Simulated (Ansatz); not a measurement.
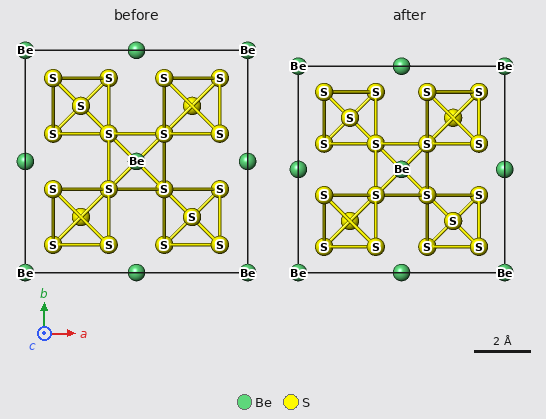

The structure of solid BeS5 (a generated structure, set up in F-43m) (coarse preliminary run) before (left) and after (right) a relaxation, at one scale.

The picture is a ball-and-stick view of the conventional cell (4 times the calculation's cell), seen along the c axis. Lengths and directions refer to the drawn axes.

All numbers below come from DFT PBE, scalar-relativistic, plane waves, PAW (Ansatz 0.2.0).

The input:
```yaml
crystal:
  lattice:
    - [0.0, 3.97857522, 3.97857522]
    - [3.97857522, 0.0, 3.97857522]
    - [3.97857522, 3.97857522, 0.0]
  atoms:
    - { symbol: Be, position: [0.0, 0.0, 0.0] }
    - { symbol: S, position: [0.375, 0.375, 0.875] }
    - { symbol: S, position: [0.375, 0.875, 0.375] }
    - { symbol: S, position: [0.875, 0.375, 0.375] }
    - { symbol: S, position: [0.375, 0.375, 0.375] }
    - { symbol: S, position: [0.75, 0.75, 0.75] }
basis:
  ecutwfc: 420
kpoints:
  mp_grid: { grid: [4, 4, 4] }
hamiltonian:
  xc: pbe
scf:
  occupations: { method: gaussian, width: 0.1 }
  lower_state_search: "off"
output:
  forces: true
  stress: true
  eigenvalues: true
relax:
  adjacent_minimum: "off"
  f_tol: 0.04
  max_steps: 70
  cell: { stress_tol: 0.4 }
```

Run as
```bash
ansatz run input.yaml --threads 1 --pin off --max-ram 2560MiB --backend cpu --events-out ev --progress --plain --runs-dir out
```

### What changed between the two?

The atoms keep their places relative to the cell (all moves are under 0.005 Å). The volume changes by −20.0 %, with a = b = c 7.957 → 7.388 Å (−7.2 %). Among the contacts that change: S2–S3 2.813 → 2.614 Å. The space group stays F-43m (No. 216). After 3 accepted moves (4 points after the start) the energy has fallen by 146 meV per atom. Largest force component: 0.024 eV/Å at the start, 0.005 eV/Å at the end. Pressure: −9.09 GPa at the start and −0.23 GPa at the end. At 1 point the geometry stayed and the basis and grid were re-selected for the new cell (energy shift of 0.1 meV per atom at most each time). Cost: 10 s on 1 thread of Intel(R) Xeon(R) Platinum 8259CL CPU @ 2.50GHz (Skylake/Cascade Lake) (shared host), peak memory 0.4 GiB.
